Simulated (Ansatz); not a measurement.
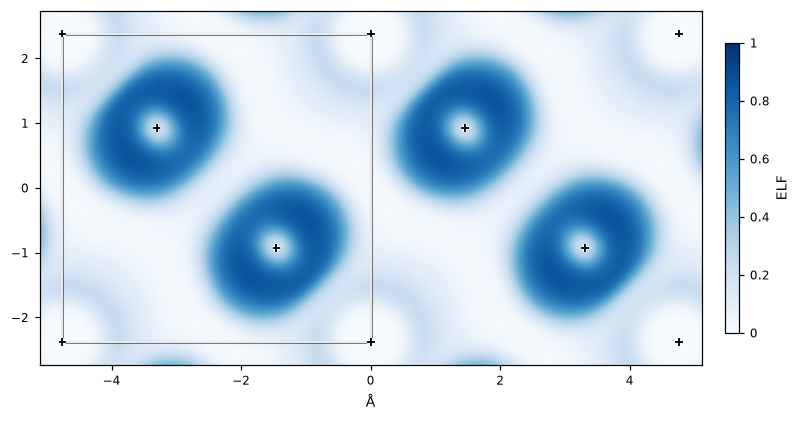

The ELF on a plane through atoms (crosses mark nuclei in the plane).

All numbers below come from DFT, PBE, plane waves, PAW (Ansatz 0.2.0).

Candidates:
A. SnO2, a = 4.76 Å, b = 4.76 Å, c = 3.20 Å, α = 90.00°, β = 90.00°, γ = 90.00°. Space group P4₂/mnm; started from the rutile prototype, which need not be the ambient phase; computed pressure about 8 GPa in this cell.
B. TiO2, a = 3.78 Å, b = 3.78 Å, c = 9.58 Å, α = 90.00°, β = 90.00°, γ = 90.00°. Space group I4₁/amd; started from the anatase prototype, which need not be the ambient phase; computed pressure about 5 GPa in this cell; computed without spin polarisation.

### Which candidate gave the map?

Candidate A: SnO2 on the (001) plane of the conventional cell, which holds Sn and O. Sn–O (2.06 Å): the ELF peaks at about 0.80 in the valence shell of O, 0.6 Å from its nucleus, and is about 0.25 at the midpoint (no localised pair shows between them).
